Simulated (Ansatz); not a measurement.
## ZnSe (charge +10): single-point calculation

- system: ZnSe (2 atoms in the cell, total charge +10)
- method: DFT, PBE, plane waves, PAW, no spin polarisation (Ansatz 0.2.0)

The structure was made by a generator, so it may or may not be a known phase. Some settings of this run were made unusual or wrong on purpose. Figures and captions count atoms from 1; the log counts them from 0 in places.

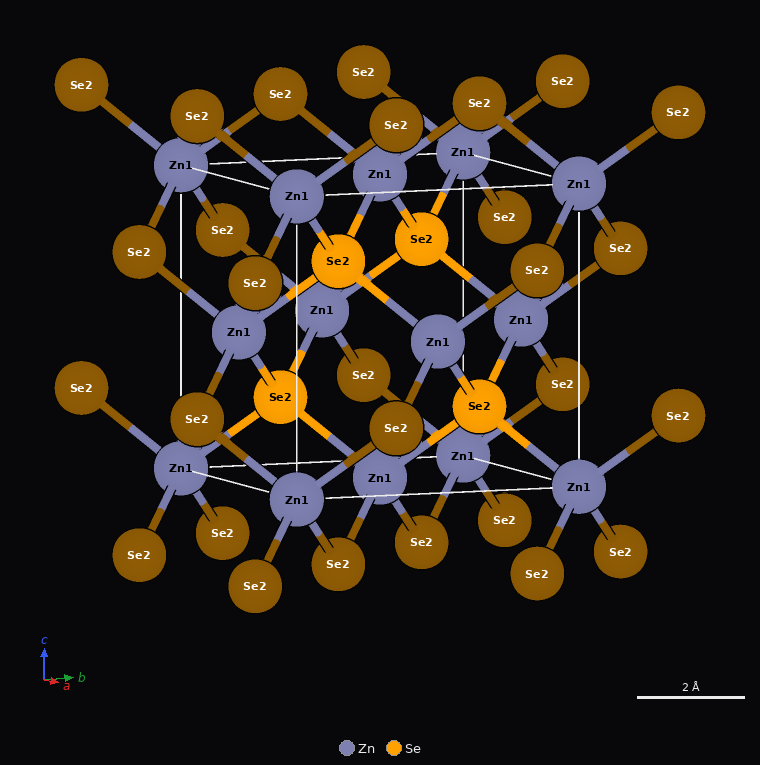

Fig. 1: The structure (ball-and-stick view of the cell 4 times as large as that of the calculation, set on its symmetry axes, seen slightly off an axis; neighbours outside the cell are drawn fainter; atoms are numbered from 1 in the order of the input). An atom can appear more than once, as a periodic image. Near neighbours in the periodic cell (some may lie outside the picture): Zn has 4 Se at 2.48 Å; Se has 4 Zn at 2.48 Å.

## Input file
```yaml
crystal:
  lattice:
    - [0.0, 2.8661434335, 2.8661434335]
    - [2.8661434335, 0.0, 2.8661434335]
    - [2.8661434335, 2.8661434335, 0.0]
  atoms:
    - { symbol: Zn, position: [0.0, 0.0, 0.0] }
    - { symbol: Se, position: [0.75, 0.75, 0.75] }
basis:
  ecutwfc: 420
kpoints:
  mp_grid: { grid: [8, 8, 8] }
hamiltonian:
  xc: pbe
scf:
  occupations: { method: gaussian, width: 0.02 }
  max_iter: 50
output:
  forces: true
  eigenvalues: true
  stress: true
total_charge: 10
```

Hardware: 1 thread of Arm Neoverse V1, 24 GiB of memory available, shared host.

Command:
```bash
ansatz run input.yaml --threads 1 --pin off --max-ram 2560MiB --backend cpu --events-out ev --progress --plain --runs-dir out
```

## What the program printed
```
Engine: ansatz 0.2.0, aarch64-unknown-linux-gnu
Pseudopotentials: kind: paw
Pseudopotential: Zn, paw, valence charge 12, recommended cutoff 420 eV (normal), Zn.paw.azcp
Pseudopotential: Se, paw, valence charge 16, recommended cutoff 420 eV (normal), Se.paw.azcp
Functional definition: PBE
  parameter kappa = 0.804
  parameter beta = 0.06672455060314922
  exchange = pbe_x(kappa = kappa, mu = beta*pi^2/3)
  correlation = pbe_c(beta = beta)
Crystal: 2 atoms, lattice volume = 47.089 Å³
Basis set: ecut = 420 eV, 941 PW (Γ), exchange–correlation on 60×60×60 points (8 copies of the dense FFT grid, shifted against one another)
Bands: 13, of which v1, the nominal top of the filled ones, is band 9 counted from 1 (8 counted from 0)
Symmetry: 24 space group operations
Space group: F-43m (ITA 216), of the structure as read, at distance tolerance 3.6e-5 Å
k-points: 29 of 512 (time reversal used)
Non-local potential: Zn, projectors of the file, l = 0: 2, l = 1: 2, l = 2: 3, l = 3: 1
Non-local potential: Se, projectors of the file, l = 0: 2, l = 1: 2, l = 2: 3, l = 3: 1
PAW form: soft (Blöchl's): semilocal exchange-correlation on the pseudo side does not see the compensation charge
PAW one-centre angular grid: Zn, 590 points (default); XC on 64 Gauss nodes
PAW one-centre angular grid: Se, 590 points (default); XC on 64 Gauss nodes
Initial density: superposition of atomic densities (neutral atoms scaled as one to the charged cell's electrons: chi_scale 0, normalization atom), corrected by the library's trained network
Initial wavefunctions: pseudopotential atomic-orbital guess
Functional: x = pbe(κ = 0.804, μ = 0.2195149727645171), c = pbe(β = 0.06672455060314922)
SCF iter   1: F=—  HF=-8861.976504 eV  |F-HF|=—  |Δ(HF+E_count)|=         —  Δρ=8.32e-1  dr2=1.58e2  ethr=1.77e-3  ⟨swp⟩=8.3  Hψ=3251  notcnv=0
preconditioner: auto → LDOS  [metal: Δε(μ)=0.000 eV  Ē_g=34.450 eV  σ=0.020 eV  W_gap=0.00  n_scr=14 (ndim 8)  ℏωp=15.3 eV  f_vac=0.132  D(μ)=117.12/eV (n_scr^D=7390)  β→1.0]
SCF iter   2: F=—  HF=-8764.851694 eV  |F-HF|=—  |Δ(HF+E_count)|=    9.71e1  Δρ=9.61e-2  dr2=1.22e0  ethr=1.77e-3  ⟨swp⟩=7.0  Hψ=1830  notcnv=0
SCF iter   3: F=—  HF=-8767.331426 eV  |F-HF|=—  |Δ(HF+E_count)|=    2.48e0  Δρ=4.96e-2  dr2=4.18e-1  ethr=1.77e-3  ⟨swp⟩=5.0  Hψ=808  notcnv=0
SCF iter   4: F=—  HF=-8766.824013 eV  |F-HF|=—  |Δ(HF+E_count)|=   5.07e-1  Δρ=2.36e-2  dr2=1.16e-1  ethr=1.77e-3  ⟨swp⟩=3.3  Hψ=749  notcnv=0
SCF iter   5: F=—  HF=-8767.212832 eV  |F-HF|=—  |Δ(HF+E_count)|=   3.89e-1  Δρ=4.42e-2  dr2=1.40e-1  ethr=6.44e-4  ⟨swp⟩=4.9  Hψ=691  notcnv=0  recentre
SCF iter   6: F=—  HF=-8767.055590 eV  |F-HF|=—  |Δ(HF+E_count)|=   1.57e-1  Δρ=3.12e-2  dr2=7.42e-2  ethr=6.44e-4  ⟨swp⟩=2.0  Hψ=465  notcnv=0
SCF iter   7: F=—  HF=-8767.185671 eV  |F-HF|=—  |Δ(HF+E_count)|=   1.30e-1  Δρ=3.05e-2  dr2=6.90e-2  ethr=4.12e-4  ⟨swp⟩=2.0  Hψ=464  notcnv=0
SCF iter   8: F=—  HF=-8767.093864 eV  |F-HF|=—  |Δ(HF+E_count)|=   9.18e-2  Δρ=2.29e-2  dr2=3.75e-2  ethr=3.83e-4  ⟨swp⟩=2.0  Hψ=592  notcnv=0
SCF iter   9: F=—  HF=-8767.039694 eV  |F-HF|=—  |Δ(HF+E_count)|=   5.42e-2  Δρ=1.04e-2  dr2=7.73e-3  ethr=2.08e-4  ⟨swp⟩=2.0  Hψ=507  notcnv=0
SCF iter  10: F=—  HF=-8767.042401 eV  |F-HF|=—  |Δ(HF+E_count)|=   2.71e-3  Δρ=1.57e-2  dr2=1.78e-2  ethr=4.30e-5  ⟨swp⟩=2.3  Hψ=500  notcnv=0  defer=1  recentre
SCF iter  11: F=—  HF=-8767.038267 eV  |F-HF|=—  |Δ(HF+E_count)|=   4.13e-3  Δρ=8.51e-3  dr2=5.23e-3  ethr=4.30e-5  ⟨swp⟩=1.1  Hψ=388  notcnv=0
SCF iter  12: F=—  HF=-8767.036609 eV  |F-HF|=—  |Δ(HF+E_count)|=   1.66e-3  Δρ=8.82e-4  dr2=6.03e-5  ethr=2.90e-5  ⟨swp⟩=1.3  Hψ=386  notcnv=0
SCF iter  13: F=—  HF=-8767.036607 eV  |F-HF|=—  |Δ(HF+E_count)|=   2.52e-6  Δρ=5.93e-4  dr2=2.58e-5  ethr=3.35e-7  ⟨swp⟩=1.0  Hψ=377  notcnv=0
SCF iter  14: F=—  HF=-8767.036607 eV  |F-HF|=—  |Δ(HF+E_count)|=   3.64e-7  Δρ=9.24e-5  dr2=6.32e-7  ethr=1.43e-7  ⟨swp⟩=1.0  Hψ=377  notcnv=0
SCF iter  15: F=-8767.036562 eV  HF=-8767.036562 eV  |F-HF|=6.98e-9  |Δ(HF+E_count)|=   4.49e-5  Δρ=6.77e-6  dr2=4.37e-9  ethr=5.56e-10  ⟨swp⟩=5.1  Hψ=2389  notcnv=0
SCF 1 converged in 15 iterations: F = -8767.036562 eV  dr2 = 4.37e-9
  greatest PAW one-centre occupation: 1.000 electrons in one spin orbital (limit 2), on the Se atom at site 1 (counted from 0), in its partial waves of l = 2
```

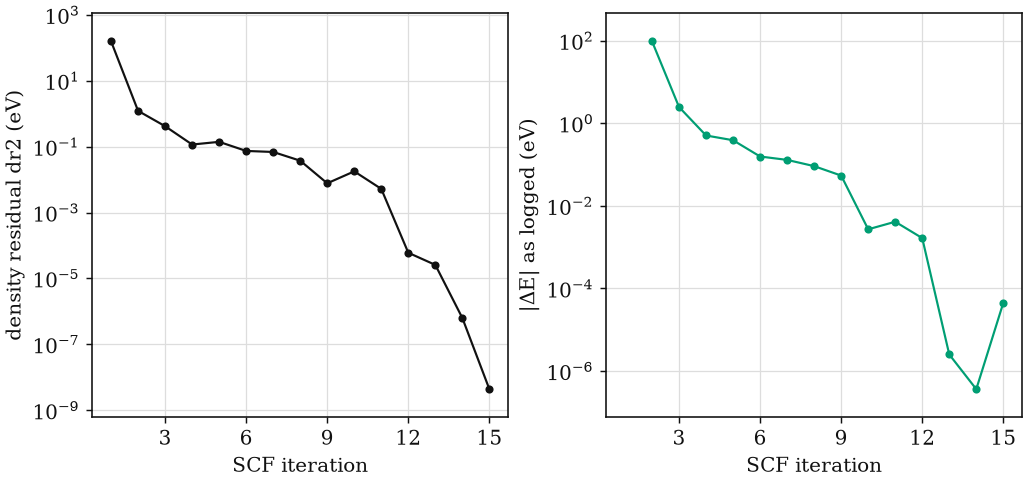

Fig. 2: Convergence of the self-consistent field: density residual dr2 and size of the energy change against the SCF iteration. The residual comes down, with one marked jump up, by a factor of about 2.5, at step 10.

```
SCF converged after 15 iterations
Free energy (F): -8767.036562 eV
Harris-Foulkes:  -8767.036562 eV  (|F-HF|=6.98e-9)
Internal energy: -8767.002249 eV  (E = F + TS)
E sigma→0 (E₀):  -8767.019406 eV
Entropy (-TS):   -0.034313 eV (-17.156 meV/atom)
Fermi energy:    -18.048664 eV
--- Per-component energies (eV) ---
  E_band       = -759.912039
  E_kinetic    = 102.251426
  E_local      = -3912.148083  (includes V_loc(G=0)·N_el)
  E_nonlocal   = -51.677648
  E_hartree    = 1625.278171
  E_xc         = -137.098918
  E_vxc        = -19.853381  (∫ρ·V_xc dr)
  E_paw        = -3703.368317  (= ΣΔE_a)
  E_vpaw       = -129.037926  (= ΣTr[D̂ρ^β])
  E_aug_tail   = -0.000930  (compensation charges beyond the density's cutoff)
  E_ewald      = -2690.237950
  E_smearing   = -0.034313  (= −TS)
  E_closure    = -0.000000  (closes the sum)
  E_deformation_potential = 120.553516  (in the stress; not in F)
  Σ components = -8767.036562   (vs F -8767.036562, Δ=0.00e0)
--- Forces (eV/Å), atoms counted from 1 ---
  atom   1  Zn    -0.00000000     0.00000000    -0.00000000
  atom   2  Se     0.00000000    -0.00000000    -0.00000000
  max |Σ_I F_I| component: 2.34e-17 eV/Å
--- Stress (GPa, compression-positive) ---
      -65.420007       0.000000      -0.000000
        0.000000     -65.420007       0.000000
       -0.000000       0.000000     -65.420007
  P = ⅓ Tr σ = -65.4200 GPa (-654.200 kbar)
--- Band table (eV; the first three rows and the last of 29) ---
  k-point 0: bands = ["-61.5355", "-61.5355", "-61.5355", "-61.5164", "-61.5164", "-18.0691", "-18.0691", "-18.0691", "-18.0566", "-18.0566", "-15.5430", "-1.1940", "-1.1940"]
  k-point 1: bands = ["-61.5355", "-61.5355", "-61.5355", "-61.5164", "-61.5164", "-18.0788", "-18.0680", "-18.0680", "-18.0550", "-18.0550", "-15.5028", "-1.4837", "-1.2208"]
  k-point 2: bands = ["-61.5355", "-61.5355", "-61.5355", "-61.5164", "-61.5164", "-18.1049", "-18.0663", "-18.0663", "-18.0549", "-18.0549", "-15.4052", "-2.0855", "-1.2848"]
  k-point 28: bands = ["-61.5355", "-61.5355", "-61.5355", "-61.5164", "-61.5164", "-18.1615", "-18.0614", "-18.0606", "-18.0551", "-18.0548", "-15.1734", "-2.9106", "-1.6867"]
```

## Outcome

```json
{"quantity": "outcome", "value": "converged"}
{"quantity": "space group (tolerance 0.01 Å)", "value": "F-43m (216)"}
{"quantity": "electrons treated", "value": "18"}
{"quantity": "free energy", "value": "−8767.0366 eV"}
{"quantity": "Fermi energy", "value": "−18.049 eV"}
{"quantity": "gap on the k-point mesh", "value": "none (metallic)"}
{"quantity": "pressure", "value": "−65.42 GPa"}
{"quantity": "largest force (length of the vector)", "value": "under 0.001 eV/Å"}
{"quantity": "wall time", "value": "3.9 s"}
{"quantity": "peak memory", "value": "0.32 GiB"}
```

## What went wrong

This input holds a deliberate fault: a charge that the system can't hold (`total_charge`). The cell cannot bind or give up so many electrons; the background charge dominates. The program still converged, but the numbers can't be taken as results for the intended system. The cell is charged and computed with a neutralising background, so its energy and pressure depend on the cell and aren't those of a real crystal.
